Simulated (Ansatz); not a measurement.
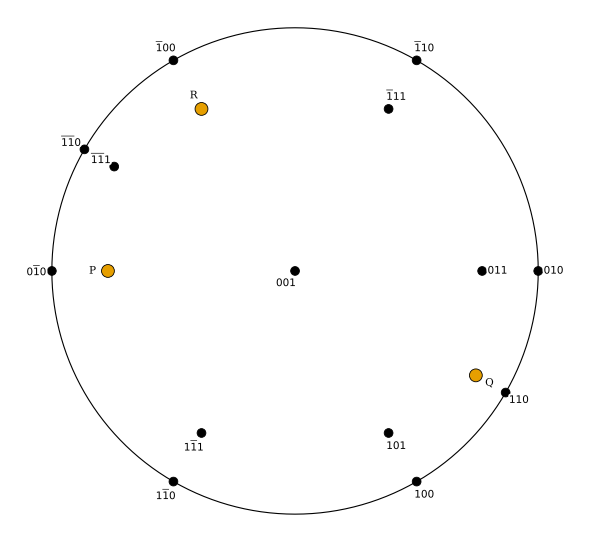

Crystal: Cu, the end point of a relaxation with Ansatz, DFT, r2SCAN, plane waves (500 eV) with PAW, scalar-relativistic; the starting structure was generated, so it need not be a known form of this composition. Stereographic projection of plane normals (upper hemisphere) centred on (0 0 1). All values are computed from the atomic coordinates in the standard setting (tolerance 0.002 Å).

a = 2.530 Å, b = 2.530 Å, c = 8.262 Å, α = 90.00°, β = 90.00°, γ = 120.00°.

Index the poles marked P, Q, R.

P is (0 −1 1), in four indices (0 −1 1 1), 75.1° from the centre; Q is (1 1 1), in four indices (1 1 −2 1), 81.3° from the centre; R is (−1 0 1), in four indices (−1 0 1 1), 75.1° from the centre.

What is the angle between the normals of (1 −1 1) and (1 1 1), and what are their d_hkl = 1/|g|?

87.8°; d = 2.118 Å and 1.251 Å.
